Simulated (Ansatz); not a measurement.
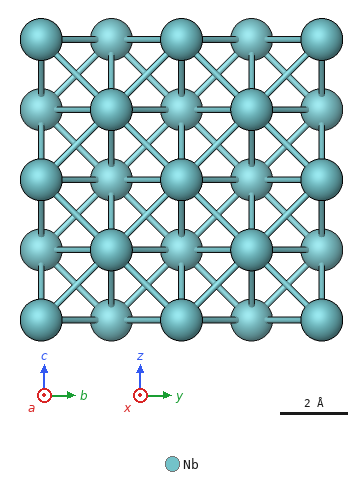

Solid Nb (Fm-3m): the ratio of the cell's length along z to its lengths across, counted as 1 for the reference, is changed at fixed volume (a tetragonal or Bain path), with the atoms kept at their fractional coordinates. x, y and z are the Cartesian axes of the input. The picture shows the reference cell. Style: ball-and-stick. Shown: the conventional cell (4 times the calculation's cell), repeated 2 × 2 × 2 with one cell outlined, along the a axis. Lengths and directions refer to the drawn axes.

Computed with Ansatz, DFT r2SCAN, scalar-relativistic, plane waves, PAW. Set-up: plane-wave cutoff 500 eV; k-point mesh 22 × 22 × 22; occupations gaussian; smearing width 0.15 eV; no spin polarisation. Energies (free energies at the smearing named) are counted from the cell as listed in its source, which wasn't relaxed.

```
CELL_PARAMETERS angstrom
0.00000 2.11500 2.11500
2.11500 0.00000 2.11500
2.11500 2.11500 0.00000
ATOMIC_POSITIONS crystal
Nb 0.00000 0.00000 0.00000
```

### Give the energy at each point (the relative ratio: 0.650, 0.707, 0.780, 0.850, 0.920, 0.960, 1.000, 1.050, 1.100, 1.200, 1.300, 1.414, 1.500).

```tsv
axial ratio over its reference value	ΔE (meV/atom)
0.650	−289
0.707	−311
0.780	−271
0.850	−175
0.920	−64
0.960	−18
1.000	0
1.050	−23
1.100	−72
1.200	−166
1.300	−186
1.414	−115
1.500	−3
```

Of the computed points the lowest is at the relative ratio 0.707, −311 meV/atom. Further local minima among the points: 1.30 (−186 meV/atom). A local maximum lies at 1.00 (0 meV/atom). The unrelaxed reference is under a pressure of −2.0 GPa. The distortion takes the space group from Fm-3m to I4/mmm, except for Im-3m at 0.707. At the relative ratio 1.50 the cell of the drawing goes a 4.230 → 3.695 Å, b 4.230 → 3.695 Å, c 4.230 → 5.543 Å.
